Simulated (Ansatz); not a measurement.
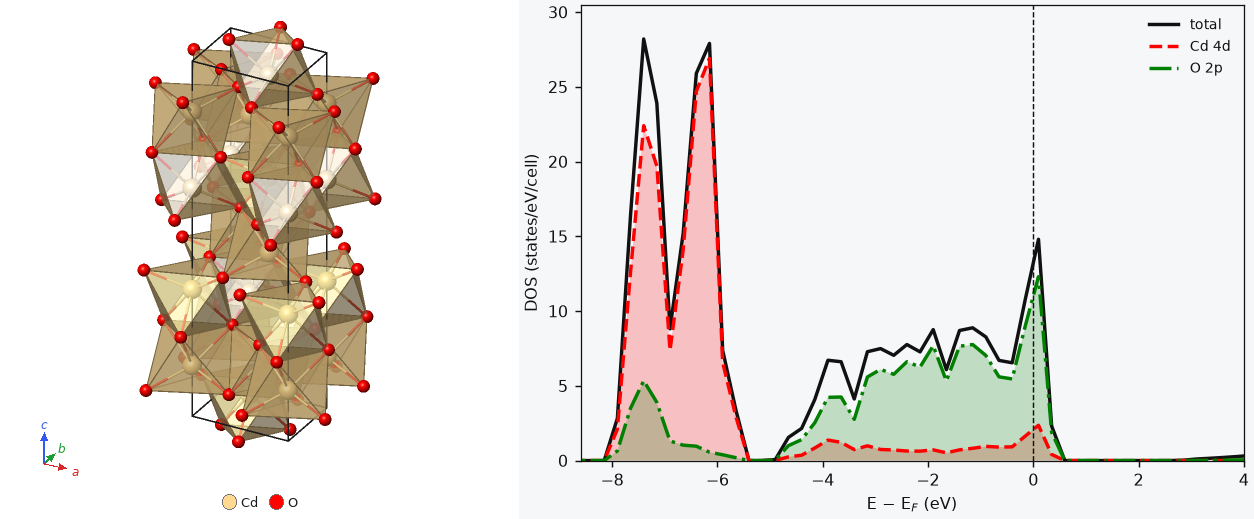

Density of states, beside the structure. Energies are counted from the Fermi level. The partial curves are projected on Löwdin-orthogonalised atomic shells.

Structure: Cd₂O₃, space group R-3c (No. 167), 10 atoms in the cell; a = 5.44 Å, b = 5.44 Å, c = 5.73 Å, α = 118.33°, β = 118.33°, γ = 60.00°.

Level of theory: DFT with PBE, PAW plane waves, no spin polarisation, 7×7×7 k mesh, 420 eV cutoff; code Ansatz.

> Metal or insulator, and how many states lie at the Fermi level?

It is a metal. The density of states at the Fermi level isn't well fixed here: it changes fast, and within 0.3 eV it runs from 4.8 to 15 per eV and cell.

> Where is the centre of the Cd 4d band?

Over the range shown, the centre of the Cd 4d weight lies 6.2 eV below the Fermi level, and the shell is essentially full.

The structure was built from a prototype or by substitution, so it need not be a known phase. The atoms aren't at rest in this cell (largest force 0.3 eV/Å), so the relaxed material can differ. The cell is at 18 GPa in this functional. The run has no spin polarisation, and a density of states this high at the Fermi level may favour a magnetic state.
